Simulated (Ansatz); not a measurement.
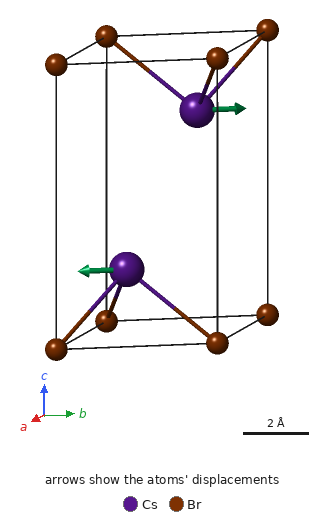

The lowest optical mode of solid Cs2Br (a generated structure), space group P-3m1 (No. 164), at the zone centre. The green arrows give the relative displacements of the atoms. The picture is a ball-and-stick view of the cell of the calculation, seen slightly off an axis.

Theory: Ansatz, DFT PBE+D3(BJ), scalar-relativistic, plane waves, PAW. Settings: plane-wave cutoff 420 eV; k-point mesh 12 × 12 × 6; occupations fermi dirac; smearing width 0.15 eV; no spin polarisation.

The frequencies depend somewhat on the k-mesh and the smearing.

Q: Is the structure stable against all modes at this point?

A: Yes: this softest mode has a real frequency, and so have all others here. That speaks for this wave vector alone: the rest of the zone wasn't checked in this run. This is the E_g mode (doubly degenerate; one member of the set is drawn) at 31 cm⁻¹, the lowest optical level, Raman-active by symmetry. The Br atoms stay at rest; all motion is along b; atoms of one kind move against one another, with no net shift of their sublattice.
